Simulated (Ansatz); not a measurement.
Single-point calculation, with input and output: Cu (part 2 of 2)

The same run, continued: Cu (slab, 12 atoms in the cell); DFT PBE+D3(BJ), scalar-relativistic, plane waves, PAW, PAW set soft_1, no spin polarisation (Ansatz 0.2.0); cutoff 420 eV, 6×6×1 k-mesh, Gaussian smearing of 0.1 eV. The structure derives from an entry of the Crystallography Open Database.

Geometry of the input (Å; fractional positions):
```
5.0378  0.0000  0.0000
-2.5189  4.3629  0.0000
0.0000  0.0000  21.2211
Cu 0.3333  0.1667  0.1885
Cu 0.3333  0.6667  0.1885
Cu 0.8333  0.1667  0.1885
Cu 0.8333  0.6667  0.1885
Cu 0.1667  0.3333  0.2856
Cu 0.1667  0.8333  0.2856
Cu 0.6667  0.3333  0.2856
Cu 0.6667  0.8333  0.2856
Cu 0.0000  0.0000  0.3827
Cu -0.0000  0.5000  0.3827
Cu 0.5000  0.0000  0.3827
Cu 0.5000  0.5000  0.3827
```

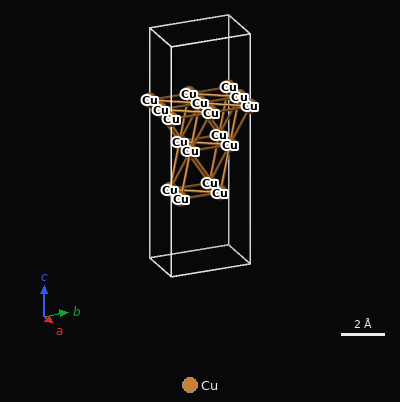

The structure as given in the input (ball-and-stick view of the cell of the calculation, with the vacuum cut short, seen slightly off an axis). An atom can appear more than once, as a periodic image.

## Output, continued
```
  k-point 0: bands = ["-111.0265", "-111.0149", "-111.0149", "-111.0149", "-110.7006", "-110.7005", "-110.6891", "-110.6891", "-110.6891", "-110.6890", "-110.6890", "-110.6890", "-68.4579", "-68.4579", "-68.4579", "-68.3854", "-68.3841", "-68.3841", "-68.3841", "-68.3709", "-68.3709", "-68.3709", "-68.3595", "-68.3595", "-68.1399", "-68.1399", "-68.1399", "-68.1373", "-68.1373", "-68.1373", "-68.0676", "-68.0676", "-68.0676", "-68.0673", "-68.0673", "-68.0673", "-68.0433", "-68.0433", "-68.0431", "-68.0431", "-68.0337", "-68.0280", "-68.0221", "-68.0221", "-68.0221", "-68.0201", "-68.0201", "-68.0201", "-7.2779", "-5.2177", "-3.7313", "-3.2986", "-3.2986", "-3.2986", "-3.0558", "-3.0558", "-3.0558", "-2.6431", "-2.6431", "-2.6431", "-2.5674", "-2.5674", "-2.5674", "-1.8801", "-1.8801", "-1.8801", "-1.5106", "-1.5106", "-1.5106", "-1.4482", "-1.4253", "-1.4253", "-1.3421", "-1.1630", "-1.1630", "-1.1630", "-1.1481", "-1.1481", "-1.0136", "-1.0136", "-0.9255", "-0.9255", "-0.9255", "-0.4858", "-0.4858", "-0.4640", "-0.4640", "-0.4640", "-0.4073", "-0.4073", "-0.4073", "-0.1417", "-0.1417", "-0.0159", "-0.0159", "-0.0159", "0.0596", "0.0596", "0.0596", "0.0705", "0.0705", "0.0705", "0.0776", "0.0776", "0.0870", "0.3561", "0.3561", "0.3561", "0.3668", "0.3668", "0.3668", "1.4823", "1.6705", "1.6705", "1.6705", "2.8665", "2.8665", "2.8665", "3.2643", "3.2643", "3.2643", "5.9182", "6.3650", "6.4012", "6.4012", "6.4012", "6.8927", "7.5493", "7.5493", "7.5493", "8.2961", "8.3383", "8.3383", "8.3383", "8.6356", "10.9311", "10.9311"]
  k-point 1: bands = ["-111.0257", "-111.0157", "-111.0149", "-111.0149", "-110.6998", "-110.6997", "-110.6899", "-110.6898", "-110.6891", "-110.6891", "-110.6890", "-110.6890", "-68.4542", "-68.4542", "-68.4513", "-68.3878", "-68.3878", "-68.3844", "-68.3825", "-68.3718", "-68.3709", "-68.3709", "-68.3661", "-68.3612", "-68.1364", "-68.1364", "-68.1339", "-68.1339", "-68.1335", "-68.1311", "-68.0711", "-68.0711", "-68.0709", "-68.0709", "-68.0660", "-68.0657", "-68.0497", "-68.0496", "-68.0449", "-68.0448", "-68.0328", "-68.0275", "-68.0226", "-68.0219", "-68.0219", "-68.0209", "-68.0203", "-68.0203", "-7.0510", "-5.0051", "-3.5583", "-3.4942", "-3.2362", "-3.2362", "-3.0605", "-2.9798", "-2.9798", "-2.6585", "-2.5998", "-2.5998", "-2.4500", "-2.4395", "-2.4395", "-1.8750", "-1.8750", "-1.8626", "-1.5554", "-1.4717", "-1.4632", "-1.4632", "-1.4475", "-1.4036", "-1.3447", "-1.2861", "-1.2861", "-1.1377", "-1.1306", "-1.0919", "-1.0519", "-1.0407", "-0.9789", "-0.9789", "-0.9312", "-0.5897", "-0.5897", "-0.5625", "-0.5436", "-0.5045", "-0.4308", "-0.4308", "-0.4104", "-0.4078", "-0.1839", "-0.1465", "-0.1451", "-0.1451", "-0.0770", "-0.0525", "-0.0419", "-0.0419", "0.0065", "0.0065", "0.0423", "0.0781", "0.1223", "0.1223", "0.2333", "0.2333", "0.2573", "0.2752", "0.5234", "0.5574", "1.6281", "1.6742", "1.6742", "2.0241", "2.7661", "2.7661", "4.0537", "4.0709", "4.0709", "6.1154", "6.5896", "6.6802", "6.6802", "6.8299", "7.0968", "7.4836", "7.4836", "7.8724", "8.5161", "8.6543", "8.8260", "8.9287", "8.9287", "10.5029", "10.5029"]
  k-point 2: bands = ["-111.0236", "-111.0178", "-111.0149", "-111.0149", "-110.6977", "-110.6976", "-110.6920", "-110.6919", "-110.6891", "-110.6891", "-110.6890", "-110.6890", "-68.4454", "-68.4454", "-68.4333", "-68.3967", "-68.3967", "-68.3842", "-68.3816", "-68.3780", "-68.3744", "-68.3707", "-68.3707", "-68.3657", "-68.1277", "-68.1277", "-68.1256", "-68.1256", "-68.1157", "-68.1140", "-68.0797", "-68.0797", "-68.0795", "-68.0795", "-68.0674", "-68.0670", "-68.0615", "-68.0613", "-68.0494", "-68.0492", "-68.0304", "-68.0263", "-68.0243", "-68.0227", "-68.0216", "-68.0216", "-68.0206", "-68.0206", "-6.3906", "-4.4108", "-4.2502", "-3.1615", "-3.1034", "-3.0749", "-3.0749", "-2.7949", "-2.7949", "-2.5896", "-2.4558", "-2.4558", "-2.2323", "-2.1677", "-2.1677", "-1.8612", "-1.8612", "-1.8341", "-1.7854", "-1.6276", "-1.6035", "-1.6035", "-1.4555", "-1.4436", "-1.3129", "-1.3129", "-1.2106", "-1.1784", "-1.1272", "-1.1266", "-1.1266", "-1.0839", "-1.0717", "-0.9780", "-0.8441", "-0.8351", "-0.8351", "-0.7815", "-0.7062", "-0.7062", "-0.7006", "-0.6255", "-0.6050", "-0.5352", "-0.5352", "-0.4977", "-0.4948", "-0.3162", "-0.3162", "-0.2790", "-0.2417", "-0.2117", "-0.1710", "-0.1710", "-0.1675", "-0.0494", "-0.0122", "0.0641", "0.0641", "0.0805", "0.1176", "0.1657", "0.1657", "0.3989", "1.1684", "1.7005", "1.7005", "2.8556", "2.8556", "3.0550", "3.1487", "5.0885", "5.0885", "6.2490", "6.7053", "7.2193", "7.2193", "7.2618", "7.7135", "8.4899", "8.4899", "8.8422", "9.1746", "9.2462", "9.2462", "9.4062", "9.5476", "10.0009", "10.2609"]
  k-point 6: bands = ["-111.0192", "-111.0192", "-111.0192", "-111.0134", "-110.6934", "-110.6934", "-110.6934", "-110.6933", "-110.6933", "-110.6933", "-110.6877", "-110.6876", "-68.4287", "-68.4287", "-68.4165", "-68.4165", "-68.4165", "-68.3796", "-68.3796", "-68.3796", "-68.3761", "-68.3761", "-68.3761", "-68.3688", "-68.1114", "-68.1111", "-68.1110", "-68.1090", "-68.0992", "-68.0992", "-68.0992", "-68.0979", "-68.0979", "-68.0979", "-68.0629", "-68.0629", "-68.0629", "-68.0628", "-68.0628", "-68.0628", "-68.0256", "-68.0256", "-68.0256", "-68.0238", "-68.0238", "-68.0238", "-68.0199", "-68.0198", "-4.8088", "-4.8088", "-4.8088", "-3.2563", "-3.2563", "-3.2563", "-2.3460", "-2.3288", "-2.3287", "-2.3117", "-2.3117", "-2.3117", "-2.1494", "-2.1494", "-2.1118", "-2.1118", "-2.1118", "-1.7708", "-1.7708", "-1.7708", "-1.6023", "-1.6023", "-1.6023", "-1.4611", "-1.4591", "-1.4591", "-1.4591", "-1.4217", "-1.4217", "-1.4217", "-1.1675", "-1.1674", "-1.1284", "-1.0986", "-0.9926", "-0.9926", "-0.9926", "-0.9808", "-0.9808", "-0.9808", "-0.6867", "-0.6867", "-0.6867", "-0.5409", "-0.5409", "-0.4277", "-0.4277", "-0.4277", "-0.3979", "-0.3979", "-0.3979", "-0.0758", "-0.0758", "-0.0758", "-0.0537", "-0.0537", "-0.0321", "-0.0321", "-0.0321", "-0.0105", "0.0579", "0.0579", "0.0579", "0.3536", "0.3536", "0.3536", "2.5281", "2.5281", "2.5281", "5.3536", "5.3536", "5.3536", "5.5000", "5.5000", "5.9715", "6.5980", "8.0050", "8.0050", "8.2825", "8.2825", "8.2825", "9.0412", "9.0412", "9.0412", "9.3849", "9.3849", "9.3849", "10.0687", "10.0688"]
```

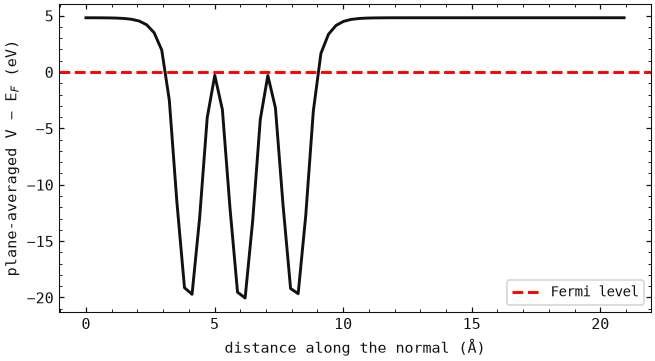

Plane average of the electrostatic potential energy of an electron across the cell, from the Fermi level. The vacuum level lies 4.81 eV above the Fermi level.

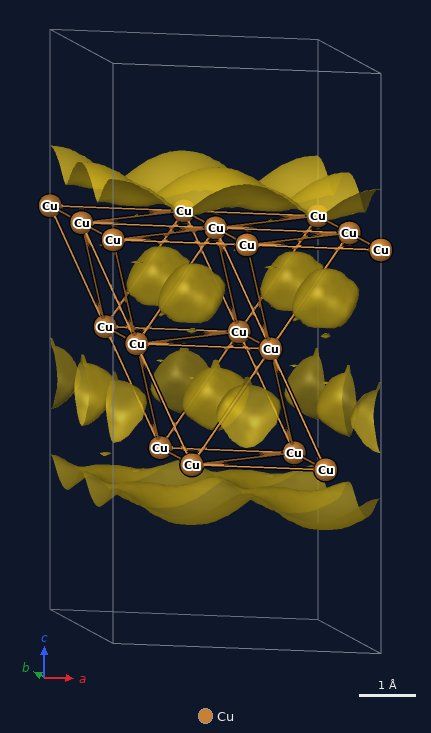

Isosurface of the valence electron density at 0.2 e/Å³ (yellow), seen slightly off an axis. Sticks mark near contacts. At this value the density is joined into sheets; it holds about 100 % of the electrons treated as valence (semicore included). On the grid the lowest density along these lines, outside the cores, is 0.27 e/Å³ (Cu–Cu, 2.52 Å). The fields are those of the smooth PAW valence density.

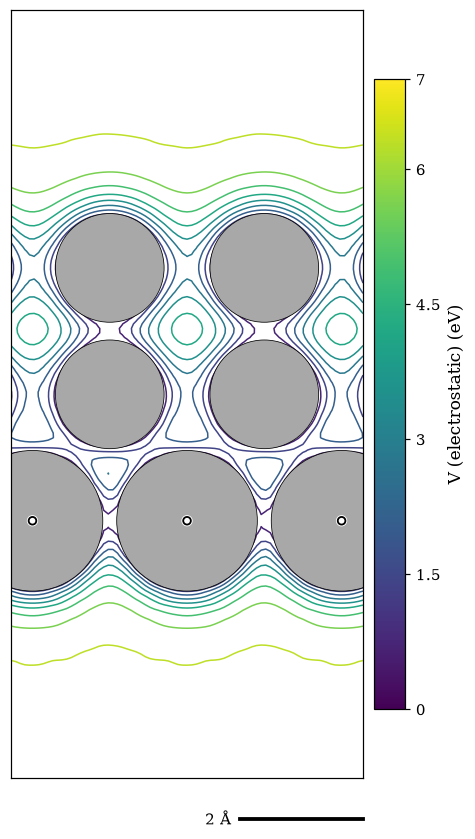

Electrostatic potential energy of an electron on the (100) plane of the calculation cell, a cut from vacuum to vacuum. Circles mark the nuclei in the plane (Cu). Grey discs, where drawn, cover atomic cores. The section cuts through Cu sites.

## Results in brief

| quantity | value |
| --- | --- |
| outcome | converged |
| electrons treated | 228 |
| free energy | −79503.0825 eV |
| work function, top face | 4.81 eV |
| work function, bottom face | 4.81 eV |
| Fermi energy | 1.662 eV |
| gap on the k-point mesh | none (metallic) |
| work function (upper face) | 4.81 eV |
| largest force (length of the vector) | 0.030 eV/Å |
| hardware | 4 threads of Arm Neoverse V2, 24 GiB of memory available, shared host |
| wall time | 18 s (CPU time 72 s) |
| peak memory | 1.5 GiB |

## Remarks

The program warns: the exchange-correlation potential is rough where the density is thin.
